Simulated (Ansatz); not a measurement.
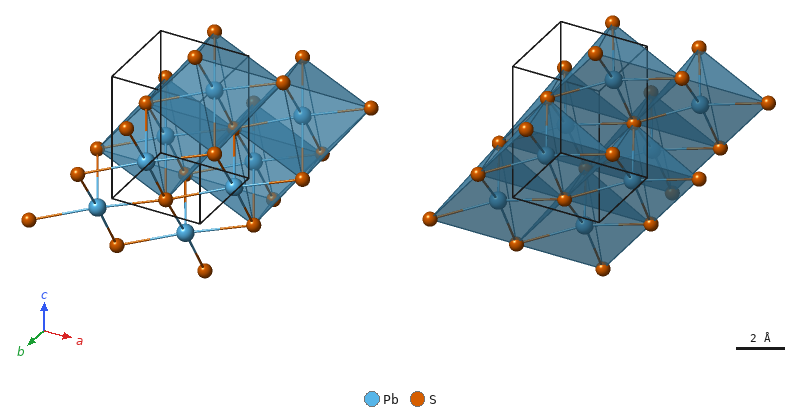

Two geometries of a crystal of PbS (a generated structure, set up in Cmc2_1) (coarse preliminary run), drawn at one scale. One is the start of a relaxation, the other its converged end. The picture is a polyhedral view of the cell of the calculation, repeated 2 × 2 × 1 with one cell outlined, seen from a free direction.

All numbers below come from DFT PBE, scalar-relativistic, plane waves, PAW (Ansatz). Set-up: plane-wave cutoff 420 eV; k-point mesh 4 × 4 × 4; occupations gaussian; smearing width 0.1 eV; no spin polarisation; cell and atoms relaxed; force threshold 0.04 eV/Å; at most 70 steps.

> Which geometry has the lower energy?

The left one is the relaxed one. The largest moves relative to the cell, 0.14 Å, are those of S atoms. Largest moves by element: S 0.14 Å, Pb 0.14 Å. Cell: a = b 4.173 → 4.250 Å (+1.8 %), c 6.491 → 6.036 Å (−7.0 %), γ 90.2° → 90.0°. Volume −3.5 %. Some distances before and after: Pb–S 3.669 → 3.142 Å, Pb–S 2.823 → 2.894 Å, Pb–S 2.949 → 3.003 Å, Pb–S 2.977 → 3.008 Å. Bond angles that change, for instance: S–Pb–S 163.6° → 175.3°, Pb–S–Pb 163.6° → 175.3°, Pb–S–Pb 99.3° → 92.4°. The space group (tolerance 0.01 Å) goes from Cmc2_1 (No. 36) to I4mm (No. 107). Over 4 accepted moves (5 points after the start) the energy falls by 19.0 meV per atom. Largest force component: 0.036 eV/Å at the start, 0.0015 eV/Å at the end. Pressure: 0.08 GPa at the start and 0.00 GPa at the end. At 1 point the geometry stayed and the basis and grid were re-selected for the new cell (energy shift of 0.1 meV per atom at most each time).
